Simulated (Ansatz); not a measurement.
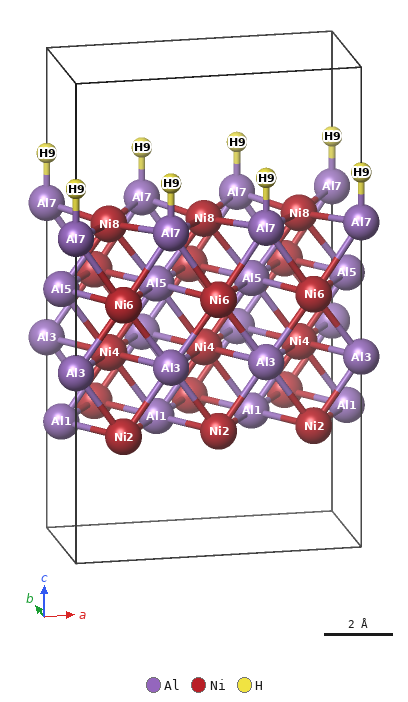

**Figure 1.** The starting structure (ball-and-stick view of the 3 × 1 repeat of the cell, with the vacuum cut short, seen slightly off an axis; atoms are numbered from 1 in the order of the input). An atom can appear more than once, as a periodic image.

**Geometry relaxation, with input and output: Al₄Ni₄H (part 1 of 3)**

System: Al₄Ni₄H (slab, 9 atoms in the cell).
Method: DFT r2SCAN, scalar-relativistic, plane waves, PAW, no spin polarisation (Ansatz 0.2.0).

The structure derives from an entry of the Crystallography Open Database. The input holds or restrains some coordinates. Forces given for the steps count only the free coordinates. Figures and captions count atoms from 1; the log counts them from 0 in places.

Input file
```yaml
crystal:
  lattice:
    - [2.8631569649, 0.0, 0.0]
    - [0.0, 4.0491154109, 0.0]
    - [0.0, 0.0, 25.0736731164]
  atoms:
    - { symbol: Al, position: [0.0, 0.5, 0.3390009896] }
    - { symbol: Ni, position: [0.5, 0.0, 0.3390009896] }
    - { symbol: Al, position: [0.0, 0.0, 0.4197453503] }
    - { symbol: Ni, position: [0.5, 0.5, 0.4197453503] }
    - { symbol: Al, position: [0.0, 0.5, 0.5003139399] }
    - { symbol: Ni, position: [0.5, 0.0, 0.4990971732] }
    - { symbol: Al, position: [0.0, 0.0, 0.5834174168] }
    - { symbol: Ni, position: [0.5, 0.5, 0.5762103721] }
    - { symbol: H, position: [0.0, 0.0, 0.6440387702] }
basis:
  ecutwfc: 500
kpoints:
  mp_grid: { grid: [10, 7, 1] }
hamiltonian:
  xc: r2scan
scf:
  occupations: { method: gaussian, width: 0.1 }
output:
  forces: true
  eigenvalues: true
  write_density: true
  write_potential: true
  elf: true
  volumetric_format: npy
relax:
  adjacent_minimum: "off"
  f_tol: 0.03
  max_steps: 70
  constraints: [{ sites: [0, 1, 2, 3] }]
efield:
  axis: 3
  dipole_correction: true
```

Machine: 2 threads of Arm Neoverse V1, 24 GiB of memory available, shared host.

Run as:
```bash
ansatz run input.yaml --threads 2 --pin off --max-ram 5120MiB --backend cpu --events-out ev --progress --plain --runs-dir out
```

Log
```
Engine: ansatz 0.2.0, aarch64-unknown-linux-gnu
Pseudopotentials: kind: paw
Pseudopotential: Al, paw, valence charge 3, recommended cutoff 500 eV (meta_gga), Al.paw.azcp
Pseudopotential: Ni, paw, valence charge 18, recommended cutoff 500 eV (meta_gga), Ni.paw.azcp
Pseudopotential: H, paw, valence charge 1, recommended cutoff 500 eV (meta_gga), H.paw.azcp
Functional definition: r2SCAN
  parameter k0 = 0.174
  parameter k1 = 0.065
  parameter a1 = 4.9479
  exchange = r2scan_x(k0 = k0, k1 = k1, a1 = a1)
  correlation = r2scan_c
Crystal: 9 atoms, lattice volume = 290.685 Å³
Basis set: ecut = 500 eV, 7391 PW (Γ), exchange–correlation on 96×120×768 points (64 copies of the dense FFT grid, shifted against one another)
Bands: 52, of which v1, the nominal top of the filled ones, is band 43 counted from 1 (42 counted from 0)
Symmetry: 4 space group operations
Space group: Pmm2 (ITA 25), of the structure as read, at distance tolerance 6.6e-5 Å
k-points: 24 of 70
Non-local potential: Al, projectors of the file, l = 0: 2, l = 1: 2, l = 2: 1
Non-local potential: Ni, projectors of the file, l = 0: 3, l = 1: 2, l = 2: 3, l = 3: 1
Non-local potential: H, projectors of the file, l = 0: 2, l = 1: 1
PAW form: soft (Blöchl's): semilocal exchange-correlation on the pseudo side does not see the compensation charge
PAW frozen core: Al, regenerated for the run's functional (the file was generated under x = pbe(κ = 0.804, μ = 0.2195149727645171), c = pbe(β = 0.06672455060314922))
PAW frozen core: Ni, regenerated for the run's functional (the file was generated under x = pbe(κ = 0.804, μ = 0.2195149727645171), c = pbe(β = 0.06672455060314922))
PAW one-centre angular grid: Al, 302 points (default); XC on 160 Gauss nodes
PAW one-centre angular grid: Ni, 590 points (default); XC on 160 Gauss nodes
PAW one-centre angular grid: H, 302 points (default); XC on 160 Gauss nodes
Initial density: superposition of atomic densities (neutral atoms: chi_scale 0, normalization atom), corrected by the library's trained network
Initial wavefunctions: pseudopotential atomic-orbital guess
Functional: x = r2scan, c = r2scan; τ floored in thin density (d = 2e-4 eV/Å³)
SCF iter   1: F=—  HF=-25560.698340 eV  |F-HF|=—  |Δ(HF+E_count)|=         —  Δρ=1.75e-2  dr2=1.29e0  dr2_τ=2.31e-1  ethr=1.77e-3  p=-0.090 e·Å  D=-5.58e-2 V/Å  ΔV_dip=1.40 eV  dr2_dipole=2.85e-1  V_vac-E_F(+/−)=6.42/5.02 eV  ⟨swp⟩=12.1  Hψ=6700  notcnv=0  defer=13
efield: sawtooth ramp at fractional position 0.9415 (placed from the atoms, in the widest stretch of the axis that holds none; the zero of the levels goes with the place), width 0.1000; the density the first Hamiltonian is built on has a dipole p = -0.090 e·Å; the dipole correction subtracts the counter field D = -5.58e-2 V/Å, which shifts the + side's vacuum level by +1.40 eV against the − side's; the planar-averaged density in the ramp window peaks in size at 4.0e-5 e/Å³
preconditioner: auto → LDOS  [metal: Δε(μ)=0.061 eV  Ē_g=6.657 eV  σ=0.100 eV  W_gap=0.33  n_scr=48 (ndim 8)  ℏωp=15.9 eV  f_vac=0.595  D(μ)=3.28/eV (n_scr^D=10)  β→1.0]
SCF iter   2: F=—  HF=-25560.992746 eV  |F-HF|=—  |Δ(HF+E_count)|=   2.94e-1  Δρ=2.33e-2  dr2=1.18e0  dr2_τ=8.90e-3  ethr=1.52e-3  p=-0.042 e·Å  D=-2.59e-2 V/Å  ΔV_dip=0.65 eV  dr2_dipole=8.49e-2  V_vac-E_F(+/−)=5.59/4.94 eV  ⟨swp⟩=2.5  Hψ=2222  notcnv=0  defer=80
SCF iter   3: F=—  HF=-25560.878053 eV  |F-HF|=—  |Δ(HF+E_count)|=   1.15e-1  Δρ=1.61e-3  dr2=2.30e-2  dr2_τ=8.72e-4  ethr=1.39e-3  p=-0.048 e·Å  D=-2.99e-2 V/Å  ΔV_dip=0.75 eV  dr2_dipole=8.06e-3  V_vac-E_F(+/−)=5.76/5.01 eV  ⟨swp⟩=2.1  Hψ=1786  notcnv=0  defer=80
SCF iter   4: F=—  HF=-25560.879620 eV  |F-HF|=—  |Δ(HF+E_count)|=   1.57e-3  Δρ=1.21e-3  dr2=4.56e-3  dr2_τ=4.03e-5  ethr=2.71e-5  p=-0.052 e·Å  D=-3.26e-2 V/Å  ΔV_dip=0.82 eV  dr2_dipole=2.42e-4  V_vac-E_F(+/−)=5.80/4.98 eV  ⟨swp⟩=2.0  Hψ=2120  notcnv=0  defer=80
SCF iter   5: F=—  HF=-25560.880706 eV  |F-HF|=—  |Δ(HF+E_count)|=   1.09e-3  Δρ=9.57e-4  dr2=1.58e-3  dr2_τ=1.67e-5  ethr=5.37e-6  p=-0.050 e·Å  D=-3.09e-2 V/Å  ΔV_dip=0.77 eV  dr2_dipole=3.84e-6  V_vac-E_F(+/−)=5.75/4.98 eV  ⟨swp⟩=2.0  Hψ=1736  notcnv=0  defer=80
SCF iter   6: F=—  HF=-25560.880857 eV  |F-HF|=—  |Δ(HF+E_count)|=   1.51e-4  Δρ=1.57e-4  dr2=3.78e-5  dr2_τ=1.91e-6  ethr=1.86e-6  p=-0.050 e·Å  D=-3.13e-2 V/Å  ΔV_dip=0.79 eV  dr2_dipole=5.31e-7  V_vac-E_F(+/−)=5.76/4.97 eV  ⟨swp⟩=2.0  Hψ=1766  notcnv=0  defer=80
SCF iter   7: F=—  HF=-25560.880937 eV  |F-HF|=—  |Δ(HF+E_count)|=   8.03e-5  Δρ=2.94e-4  dr2=3.14e-4  dr2_τ=5.33e-7  ethr=2.65e-8  p=-0.050 e·Å  D=-3.13e-2 V/Å  ΔV_dip=0.78 eV  dr2_dipole=5.04e-5  V_vac-E_F(+/−)=5.76/4.97 eV  ⟨swp⟩=26.3  Hψ=16661  notcnv=0
SCF iter   8: F=—  HF=-25560.880936 eV  |F-HF|=—  |Δ(HF+E_count)|=   1.80e-6  Δρ=1.34e-4  dr2=5.06e-5  dr2_τ=8.65e-8  ethr=4.45e-8  p=-0.050 e·Å  D=-3.13e-2 V/Å  ΔV_dip=0.78 eV  dr2_dipole=5.58e-6  V_vac-E_F(+/−)=5.76/4.98 eV  ⟨swp⟩=2.3  Hψ=1593  notcnv=0
SCF iter   9: F=-25560.880935 eV  HF=-25560.880935 eV  |F-HF|=4.41e-7  |Δ(HF+E_count)|=   8.39e-7  Δρ=2.49e-5  dr2=1.11e-6  dr2_τ=1.65e-8  ethr=2.65e-8  p=-0.050 e·Å  D=-3.13e-2 V/Å  ΔV_dip=0.78 eV  dr2_dipole=4.79e-10  V_vac-E_F(+/−)=5.76/4.98 eV  ⟨swp⟩=17.6  Hψ=13953  notcnv=0
SCF 1 converged in 9 iterations: F = -25560.880935 eV  dr2 = 1.11e-6
  greatest PAW one-centre occupation: 1.002 electrons in one spin orbital (limit 2), on the Ni atom at site 7 (counted from 0), in its partial waves of l = 1
relax step   1: F+E_penalty+E_count = -25560.88093516 eV  Δ(F+E_penalty+E_count) = +0.000e0 eV  max|allowed force component| = 1.301e0 eV/Å  Δτ_max = 0.0000 Å  (9 SCF iters, dr2 threshold 2.25e-5 eV, accepted)
Initial density: handed on by an earlier stage of this run
Initial wavefunctions: those handed on with the density
iter 1 solved again at ethr=1.69e-4 eV; its pass at ethr=3.10e-3 eV (dr2=1.44e-1 eV) is discarded
SCF iter   1: F=—  HF=-25560.896879 eV  |F-HF|=—  |Δ(HF+E_count)|=         —  Δρ=4.79e-3  dr2=1.36e-1  dr2_τ=1.20e-1  ethr=1.69e-4  p=-0.050 e·Å  D=-3.13e-2 V/Å  ΔV_dip=0.78 eV  dr2_dipole=2.34e-2  V_vac-E_F(+/−)=5.74/4.96 eV  ⟨swp⟩=2.0  Hψ=4481  notcnv=0  defer=78
efield: sawtooth ramp at fractional position 0.9415 (handed on by an earlier solve), width 0.1000; the density the first Hamiltonian is built on has a dipole p = -0.050 e·Å; the dipole correction subtracts the counter field D = -3.13e-2 V/Å, which shifts the + side's vacuum level by +0.78 eV against the − side's; the planar-averaged density in the ramp window peaks in size at 2.9e-6 e/Å³
preconditioner: auto → LDOS  [metal: Δε(μ)=0.012 eV  Ē_g=6.574 eV  σ=0.100 eV  W_gap=0.07  n_scr=48 (ndim 8)  ℏωp=15.9 eV  f_vac=0.595  D(μ)=3.20/eV (n_scr^D=10)  β→1.0]
SCF iter   2: F=—  HF=-25560.975763 eV  |F-HF|=—  |Δ(HF+E_count)|=   7.89e-2  Δρ=3.87e-3  dr2=1.13e-1  dr2_τ=1.06e-3  ethr=1.60e-4  p=-0.051 e·Å  D=-3.15e-2 V/Å  ΔV_dip=0.79 eV  dr2_dipole=1.60e-2  V_vac-E_F(+/−)=5.77/4.98 eV  ⟨swp⟩=2.5  Hψ=2334  notcnv=0  defer=78
SCF iter   3: F=—  HF=-25560.957879 eV  |F-HF|=—  |Δ(HF+E_count)|=   1.79e-2  Δρ=1.26e-3  dr2=3.16e-3  dr2_τ=6.27e-5  ethr=1.33e-4  p=-0.058 e·Å  D=-3.61e-2 V/Å  ΔV_dip=0.90 eV  dr2_dipole=8.80e-5  V_vac-E_F(+/−)=5.88/4.97 eV  ⟨swp⟩=2.0  Hψ=1935  notcnv=0  defer=78
SCF iter   4: F=—  HF=-25560.958227 eV  |F-HF|=—  |Δ(HF+E_count)|=   3.49e-4  Δρ=1.28e-3  dr2=3.14e-3  dr2_τ=1.71e-5  ethr=3.72e-6  p=-0.058 e·Å  D=-3.63e-2 V/Å  ΔV_dip=0.91 eV  dr2_dipole=4.10e-5  V_vac-E_F(+/−)=5.89/4.97 eV  ⟨swp⟩=3.0  Hψ=2601  notcnv=0  defer=78
SCF iter   5: F=—  HF=-25560.958083 eV  |F-HF|=—  |Δ(HF+E_count)|=   1.44e-4  Δρ=1.76e-4  dr2=7.23e-5  dr2_τ=1.91e-6  ethr=3.69e-6  p=-0.058 e·Å  D=-3.59e-2 V/Å  ΔV_dip=0.90 eV  dr2_dipole=1.91e-6  V_vac-E_F(+/−)=5.87/4.97 eV  ⟨swp⟩=2.1  Hψ=1572  notcnv=0  defer=78
SCF iter   6: F=—  HF=-25560.958212 eV  |F-HF|=—  |Δ(HF+E_count)|=   1.29e-4  Δρ=1.29e-4  dr2=3.63e-5  dr2_τ=2.18e-7  ethr=8.50e-8  p=-0.058 e·Å  D=-3.58e-2 V/Å  ΔV_dip=0.90 eV  dr2_dipole=2.59e-6  V_vac-E_F(+/−)=5.87/4.97 eV  ⟨swp⟩=25.7  Hψ=17658  notcnv=0
SCF iter   7: F=-25560.958217 eV  HF=-25560.958218 eV  |F-HF|=1.54e-6  |Δ(HF+E_count)|=   6.10e-6  Δρ=4.90e-5  dr2=4.52e-6  dr2_τ=4.48e-8  ethr=4.27e-8  p=-0.057 e·Å  D=-3.58e-2 V/Å  ΔV_dip=0.90 eV  dr2_dipole=6.89e-8  V_vac-E_F(+/−)=5.87/4.97 eV  ⟨swp⟩=17.7  Hψ=14041  notcnv=0
SCF 2 converged in 7 iterations: F = -25560.958217 eV  dr2 = 4.52e-6
relax step   2: F+E_penalty+E_count = -25560.95821665 eV  Δ(F+E_penalty+E_count) = -7.728e-2 eV  max|allowed force component| = 3.721e-1 eV/Å  Δτ_max = 0.0696 Å  (7 SCF iters, dr2 threshold 1.00e-4 eV, accepted)
SCF iter   1: F=—  HF=-25560.870272 eV  |F-HF|=—  |Δ(HF+E_count)|=         —  Δρ=5.24e-3  dr2=1.72e-1  dr2_τ=2.03e-1  ethr=1.69e-3  p=-0.057 e·Å  D=-3.58e-2 V/Å  ΔV_dip=0.90 eV  dr2_dipole=3.13e-2  V_vac-E_F(+/−)=5.85/4.95 eV  ⟨swp⟩=4.0  Hψ=2909  notcnv=0  defer=76
efield: sawtooth ramp at fractional position 0.9415 (handed on by an earlier solve), width 0.1000; the density the first Hamiltonian is built on has a dipole p = -0.057 e·Å; the dipole correction subtracts the counter field D = -3.58e-2 V/Å, which shifts the + side's vacuum level by +0.90 eV against the − side's; the planar-averaged density in the ramp window peaks in size at 6.5e-7 e/Å³
preconditioner: auto → LDOS  [metal: Δε(μ)=0.022 eV  Ē_g=6.587 eV  σ=0.100 eV  W_gap=0.12  n_scr=48 (ndim 8)  ℏωp=15.9 eV  f_vac=0.594  D(μ)=3.00/eV (n_scr^D=10)  β→1.0]
SCF iter   2: F=—  HF=-25561.006504 eV  |F-HF|=—  |Δ(HF+E_count)|=   1.36e-1  Δρ=4.65e-3  dr2=1.72e-1  dr2_τ=1.67e-3  ethr=2.02e-4  p=-0.054 e·Å  D=-3.35e-2 V/Å  ΔV_dip=0.84 eV  dr2_dipole=2.80e-2  V_vac-E_F(+/−)=5.83/4.99 eV  ⟨swp⟩=3.0  Hψ=2734  notcnv=0  defer=82
SCF iter   3: F=—  HF=-25560.979927 eV  |F-HF|=—  |Δ(HF+E_count)|=   2.66e-2  Δρ=1.33e-3  dr2=7.89e-3  dr2_τ=9.06e-5  ethr=2.02e-4  p=-0.062 e·Å  D=-3.84e-2 V/Å  ΔV_dip=0.96 eV  dr2_dipole=1.28e-3  V_vac-E_F(+/−)=5.94/4.97 eV  ⟨swp⟩=2.0  Hψ=1887  notcnv=0  defer=82
SCF iter   4: F=—  HF=-25560.980107 eV  |F-HF|=—  |Δ(HF+E_count)|=   1.80e-4  Δρ=1.68e-3  dr2=5.30e-3  dr2_τ=2.23e-5  ethr=9.28e-6  p=-0.063 e·Å  D=-3.93e-2 V/Å  ΔV_dip=0.99 eV  dr2_dipole=6.55e-5  V_vac-E_F(+/−)=5.96/4.97 eV  ⟨swp⟩=3.1  Hψ=2646  notcnv=0  defer=82
SCF iter   5: F=—  HF=-25560.979707 eV  |F-HF|=—  |Δ(HF+E_count)|=   4.00e-4  Δρ=1.98e-4  dr2=1.46e-4  dr2_τ=2.25e-6  ethr=6.24e-6  p=-0.063 e·Å  D=-3.89e-2 V/Å  ΔV_dip=0.98 eV  dr2_dipole=1.89e-7  V_vac-E_F(+/−)=5.94/4.97 eV  ⟨swp⟩=2.0  Hψ=1612  notcnv=0  defer=82
SCF iter   6: F=—  HF=-25560.979848 eV  |F-HF|=—  |Δ(HF+E_count)|=   1.40e-4  Δρ=1.49e-4  dr2=7.39e-5  dr2_τ=4.14e-7  ethr=1.72e-7  p=-0.063 e·Å  D=-3.91e-2 V/Å  ΔV_dip=0.98 eV  dr2_dipole=1.37e-5  V_vac-E_F(+/−)=5.95/4.97 eV  ⟨swp⟩=2.7  Hψ=2303  notcnv=0  defer=82
SCF iter   7: F=-25560.979844 eV  HF=-25560.979847 eV  |F-HF|=3.36e-6  |Δ(HF+E_count)|=   8.93e-7  Δρ=5.88e-5  dr2=8.30e-6  dr2_τ=7.38e-8  ethr=1.02e-8  p=-0.063 e·Å  D=-3.90e-2 V/Å  ΔV_dip=0.98 eV  dr2_dipole=8.92e-7  V_vac-E_F(+/−)=5.95/4.97 eV  ⟨swp⟩=22.8  Hψ=14182  notcnv=0
SCF 3 converged in 7 iterations: F = -25560.979844 eV  dr2 = 8.30e-6
relax step   3: F+E_penalty+E_count = -25560.97984351 eV  Δ(F+E_penalty+E_count) = -2.163e-2 eV  max|allowed force component| = 8.531e-2 eV/Å  Δτ_max = 0.0582 Å  (7 SCF iters, dr2 threshold 8.66e-6 eV, accepted)
```
